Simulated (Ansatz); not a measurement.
## What a change does: band-structure calculation on LiH

System: LiH (P6₃/mmc, 4 atoms in the cell).
Method of run A: DFT, PBE, plane waves, PAW, no spin polarisation (Ansatz 0.2.0).

The structure was built on a prototype by a generator. The geometry comes from this level: r2SCAN (a point of a series of strains). Text and figures count atoms from 1; the logs count them from 0 in places.

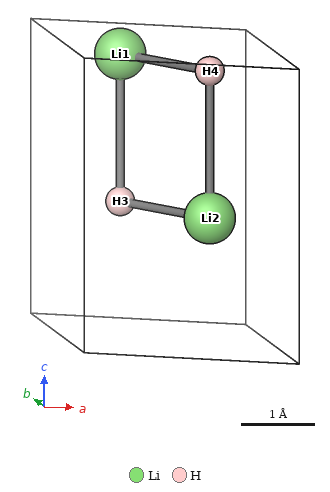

Fig. 1: The input geometry (ball-and-stick view of the cell of the calculation, seen slightly off an axis; atoms are numbered from 1 in the order of the input). Near neighbours in the crystal (not all of them lie inside the picture): Li has 5 H at 1.79 to 2.07 Å; H has 5 Li at 1.79 to 2.07 Å.

**Input file, run A**
```yaml
crystal:
  lattice:
    - [3.0946661806, 0.0, 0.0]
    - [-1.5473330903, 2.6800595286, 0.0]
    - [0.0, 0.0, 4.1440566415]
  atoms:
    - { symbol: Li, position: [0.3333333333, 0.6666666667, -0.0625] }
    - { symbol: Li, position: [0.6666666667, 0.3333333333, 0.4375] }
    - { symbol: H, position: [0.3333333333, 0.6666666667, 0.4375] }
    - { symbol: H, position: [0.6666666667, 0.3333333333, 0.9375] }
kpoints:
  mp_grid: { grid: [12, 12, 6] }
  band_path:
    path:
      - [0.0, 0.0, 0.0]
      - [0.5, 0.0, 0.0]
      - [0.3333333333, 0.3333333333, 0.0]
      - [0.0, 0.0, 0.5]
      - [0.5, 0.0, 0.5]
      - [0.3333333333, 0.3333333333, 0.5]
    npoints: 1
hamiltonian:
  xc: pbe
scf:
  occupations: { method: fermi_dirac, width: 0.02 }
  n_extra_bands: 5
output:
  forces: true
  stress: true
  eigenvalues: true
```

Hardware: 4 threads of an Arm (aarch64) CPU, shared host.

**Output, shortened to warnings, some set-up lines, iterations and results (run A)**
```
Basis set: ecut = 420 eV, 685 PW (Γ), exchange–correlation on 48×48×60 points (8 copies of the dense FFT grid, shifted against one another)
Symmetry: 24 space group operations
k-points: 76 of 864
Initial density: superposition of atomic densities (neutral atoms: chi_scale 0, normalization atom), corrected by the library's trained network
[...]
SCF iter   1: F=—  HF=-442.647095 eV  |F-HF|=—  |Δ(HF+E_count)|=         —  Δρ=2.34e-3  dr2=1.28e-3  ethr=1.77e-3  ⟨swp⟩=4.5  Hψ=4180  notcnv=0
SCF iter   2: F=—  HF=-442.647013 eV  |F-HF|=—  |Δ(HF+E_count)|=   8.15e-5  Δρ=8.96e-4  dr2=1.98e-4  ethr=1.60e-5  ⟨swp⟩=2.0  Hψ=1489  notcnv=0  defer=31
SCF iter   3: F=—  HF=-442.647096 eV  |F-HF|=—  |Δ(HF+E_count)|=   8.25e-5  Δρ=1.08e-4  dr2=5.20e-6  ethr=2.48e-6  ⟨swp⟩=2.1  Hψ=933  notcnv=0  defer=32
SCF iter   4: F=—  HF=-442.647089 eV  |F-HF|=—  |Δ(HF+E_count)|=   6.31e-6  Δρ=1.17e-5  dr2=3.37e-8  ethr=6.50e-8  ⟨swp⟩=2.0  Hψ=760  notcnv=0  defer=32
SCF iter   5: F=-442.647089 eV  HF=-442.647089 eV  |F-HF|=1.51e-10  |Δ(HF+E_count)|=   3.09e-8  Δρ=1.19e-6  dr2=1.70e-10  ethr=4.21e-10  ⟨swp⟩=2.4  Hψ=829  notcnv=0  defer=32
SCF iter   6: F=-442.647089 eV  HF=-442.647089 eV  |F-HF|=5.12e-13  |Δ(HF+E_count)|=  2.62e-10  Δρ=4.00e-8  dr2=2.97e-13  ethr=2.12e-12  ⟨swp⟩=3.2  Hψ=2838  notcnv=0
SCF 1 converged in 6 iterations: F = -442.647089 eV  dr2 = 2.97e-13
NSCF: frozen V_eff on 6 k-points
SCF converged after 6 iterations
Free energy (F): -442.647089 eV
Harris-Foulkes:  -442.647089 eV  (|F-HF|=5.12e-13)
Internal energy: -442.647089 eV  (E = F + TS)
E sigma→0 (E₀):  -442.647089 eV
Fermi energy:    1.591173 eV
--- Per-component energies (eV) ---
  E_band       = -182.624955
  E_kinetic    = 73.163024
  E_local      = -267.662171  (includes V_loc(G=0)·N_el)
  E_nonlocal   = -63.200305
  E_hartree    = 77.177704
  E_xc         = -40.679613
  E_vxc        = -52.499431  (∫ρ·V_xc dr)
  E_paw        = -43.183040  (= ΣΔE_a)
  E_vpaw       = -26.778929  (= ΣTr[D̂ρ^β])
  E_aug_tail   = -0.002552  (compensation charges beyond the density's cutoff)
  E_ewald      = -178.260137
  E_smearing   = -0.000000  (= −TS)
  E_closure    = -0.000000  (closes the sum)
  Σ components = -442.647089   (vs F -442.647089, Δ=0.00e0)
--- Forces (eV/Å), atoms counted from 1 ---
  atom   1  Li     0.00000000     0.00000000     0.00000000
  atom   2  Li     0.00000000    -0.00000000     0.00000000
  atom   3  H      0.00000000     0.00000000     0.00000000
  atom   4  H      0.00000000    -0.00000000     0.00000000
  max |Σ_I F_I| component: 2.92e-17 eV/Å
--- Stress (GPa, compression-positive) ---
        4.502826       0.000000       0.000000
       -0.000000       4.502826       0.000000
        0.000000       0.000000       0.221729
  P = ⅓ Tr σ = 3.0758 GPa (30.758 kbar)
```

The input of run B differs as follows (lines with − go, lines with + come):
```diff
-  xc: pbe
+  xc: r2scan
-  occupations: { method: fermi_dirac, width: 0.02 }
+  occupations: { method: fixed }
```

What does this change do to the results?

The total energies belong to different methods, so their difference says nothing on which is more stable or more accurate. The gap on the mesh goes from 2.21 to 2.76 eV. The functional changes from PBE to r2SCAN. The number of SCF iterations is the same. The default cutoff goes from 420 to 500 eV with the change. The plane waves at Γ go from 685 to 891.

**Output, shortened to warnings, some set-up lines, iterations and results (run B)**
```
Basis set: ecut = 500 eV, 891 PW (Γ), exchange–correlation on 96×96×128 points (64 copies of the dense FFT grid, shifted against one another)
Symmetry: 24 space group operations
k-points: 76 of 864
Initial density: superposition of atomic densities (neutral atoms: chi_scale 0, normalization atom), corrected by the library's trained network
[...]
SCF iter   1: F=—  HF=-443.859850 eV  |F-HF|=—  |Δ(HF+E_count)|=         —  Δρ=2.88e-3  dr2=1.78e-3  dr2_τ=5.60e-3  ethr=1.77e-3  ⟨swp⟩=3.6  Hψ=3597  notcnv=0  defer=210
SCF iter   2: F=—  HF=-443.890907 eV  |F-HF|=—  |Δ(HF+E_count)|=   3.11e-2  Δρ=2.12e-3  dr2=1.58e-3  dr2_τ=1.78e-5  ethr=2.22e-5  ⟨swp⟩=3.0  Hψ=1923  notcnv=0  defer=225
SCF iter   3: F=—  HF=-443.891490 eV  |F-HF|=—  |Δ(HF+E_count)|=   5.83e-4  Δρ=7.25e-4  dr2=1.23e-4  dr2_τ=4.56e-6  ethr=1.97e-5  ⟨swp⟩=2.0  Hψ=916  notcnv=0  defer=224
SCF iter   4: F=—  HF=-443.891486 eV  |F-HF|=—  |Δ(HF+E_count)|=   4.32e-6  Δρ=2.97e-4  dr2=2.36e-5  dr2_τ=6.26e-7  ethr=1.53e-6  ⟨swp⟩=1.2  Hψ=633  notcnv=0  defer=155
SCF iter   5: F=—  HF=-443.891486 eV  |F-HF|=—  |Δ(HF+E_count)|=   1.51e-7  Δρ=9.23e-6  dr2=2.62e-8  dr2_τ=4.36e-10  ethr=2.95e-7  ⟨swp⟩=2.0  Hψ=743  notcnv=0  defer=76
SCF iter   6: F=-443.891486 eV  HF=-443.891486 eV  |F-HF|=1.81e-9  |Δ(HF+E_count)|=   3.17e-8  Δρ=3.26e-6  dr2=3.80e-9  dr2_τ=4.97e-11  ethr=3.28e-10  ⟨swp⟩=6.7  Hψ=3774  …
SCF 1 converged in 6 iterations: F = -443.891486 eV  dr2 = 3.80e-9
NSCF: frozen V_eff on 6 k-points
SCF converged after 6 iterations
Free energy (F): -443.891486 eV
Harris-Foulkes:  -443.891486 eV  (|F-HF|=1.81e-9)
Internal energy: -443.891486 eV  (E = F + TS)
E sigma→0 (E₀):  -443.891486 eV
Fermi energy:    0.202565 eV
--- Per-component energies (eV) ---
  E_band       = -190.107254
  E_kinetic    = 73.701885
  E_local      = -268.372654  (includes V_loc(G=0)·N_el)
  E_nonlocal   = -63.265220
  E_hartree    = 77.546720
  E_xc         = -40.415577
  E_vxc        = -56.698172  (∫ρ·V_xc dr)
  E_paw        = -44.825333  (= ΣΔE_a)
  E_vpaw       = -33.370195  (= ΣTr[D̂ρ^β])
  E_aug_tail   = -0.001170  (compensation charges beyond the density's cutoff)
  E_vtau       = 2.804719  (kinetic-family band-sum trace: ∫τ·v_τ [+ j·A + Jᵃ·Aᵃ] dr)
  E_ewald      = -178.260137
  E_smearing   = -0.000000  (= −TS)
  E_closure    = 0.000000  (closes the sum)
  Σ components = -443.891486   (vs F -443.891486, Δ=0.00e0)
--- Forces (eV/Å), atoms counted from 1 ---
  atom   1  Li     0.00000000     0.00000000     0.00000000
  atom   2  Li     0.00000000    -0.00000000     0.00000000
  atom   3  H      0.00000000     0.00000000     0.00000000
  atom   4  H      0.00000000    -0.00000000     0.00000000
  max |Σ_I F_I| component: 5.55e-17 eV/Å
--- Stress (GPa, compression-positive) ---
        4.651091       0.000000       0.000000
        0.000000       4.651091       0.000000
        0.000000       0.000000      -0.005751
  P = ⅓ Tr σ = 3.0988 GPa (30.988 kbar)
```

**The two runs side by side**

| quantity | run A | run B |
| --- | --- | --- |
| outcome | converged | converged |
| free energy per atom (eV) | −110.6618 | −110.9729 |
| gap on the mesh (eV) | 2.21 | 2.76 |
| pressure (GPa) | 3.08 | 3.10 |
| largest force (eV/Å) | 0.000 | 0.000 |
| SCF iterations | 6 | 6 |
| irreducible k-points | 76 | 76 |
| plane waves at Γ | 685 | 891 |
| wall time (shared host) | 0.66 s | 1.3 s |
